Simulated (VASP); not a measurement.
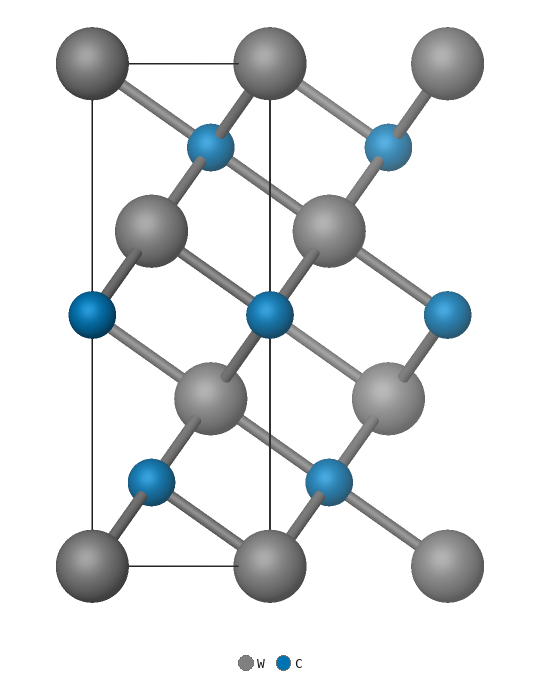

Projection along an edge of the hexagonal mesh, stacking direction [111] upwards. Every atom sits on one of the three columns of the mesh; call them A, B, C in the order in which they first turn up. The box is the hexagonal cell of the face-centred cubic lattice. The sequence starts with the first layer at or above the cell's origin.

WC (space group Fm-3m, No. 225): the geometry relaxed with VASP Kohn-Sham DFT of a periodic cell, r2SCAN, VASP PAW PBE potentials, recommended (VASP).

**Give the sequence of layers in one repeat, with element and column.**

W(A) – C(B) – W(C) – C(A) – W(B) – C(C) (six layers in 7.57 Å).

**How are the C layers alone stacked?**

C layers alone: BAC, the cubic close-packed type.

**Which positions between or in the C layers do the other atoms fill?**

W: three octahedral sites, counted in one hexagonal cell.

Heights of the layers:

```json
{"layer": "1", "atoms (column)": "W(A)", "height (Å)": "0.00", "to next (Å)": "1.26"}
{"layer": "2", "atoms (column)": "C(B)", "height (Å)": "1.26", "to next (Å)": "1.26"}
{"layer": "3", "atoms (column)": "W(C)", "height (Å)": "2.52", "to next (Å)": "1.26"}
{"layer": "4", "atoms (column)": "C(A)", "height (Å)": "3.79", "to next (Å)": "1.26"}
{"layer": "5", "atoms (column)": "W(B)", "height (Å)": "5.05", "to next (Å)": "1.26"}
{"layer": "6", "atoms (column)": "C(C)", "height (Å)": "6.31", "to next (Å)": "1.26"}
```
